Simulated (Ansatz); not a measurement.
The Ansatz input:

```
crystal:
  lattice:
    - [-0.0204487889, 2.6871997778, 2.6871997778]
    - [2.6871997778, -0.0204487889, 2.6871997778]
    - [2.6871997778, 2.6871997778, -0.0204487889]
  atoms:
    - { symbol: Cd, position: [0.0, 0.0, 0.0] }
    - { symbol: F, position: [0.2503133687, 0.2503133687, 0.2503133687] }
    - { symbol: F, position: [0.7496866313, 0.7496866313, 0.7496866313] }
kpoints:
  mp_grid: { grid: [8, 8, 8] }
  band_path:
    path:
      - [0.0, 0.0, 0.0]
      - [0.5, 0.0, 0.5]
      - [0.625, 0.25, 0.625]
      - [0.375, 0.375, 0.75]
      - [0.5, 0.5, 0.5]
      - [0.5, 0.25, 0.75]
      - [0.244792, -0.5, -0.25]
    npoints: 1
hamiltonian:
  xc: r2scan
scf:
  occupations: { method: fixed }
  n_extra_bands: 4
output:
  forces: true
  stress: true
  eigenvalues: true
```

Command:
```bash
ansatz run input.yaml --threads 2 --pin off --max-ram 2211MiB --backend cpu --events-out ev --progress --plain --runs-dir out
```

What will the density of states look like?

There is a gap; over the k points computed it is 3.78 eV (indirect; the smallest direct gap is 4.27 eV). Within the window shown, the tallest peak of the filled states lies 4.4 eV under the valence-band top, at about 12 states per eV and cell.

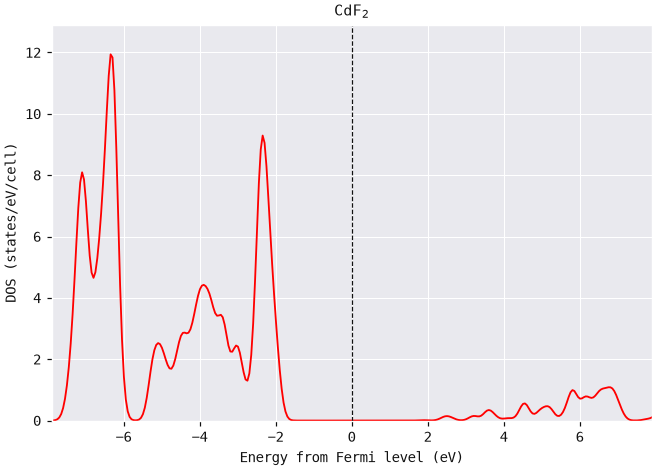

Density of states. Energies are counted from the Fermi level, put mid-gap where there is a gap. The curve is built from the levels of the k mesh with Gaussians 0.3 eV wide, which also blur the band edges.
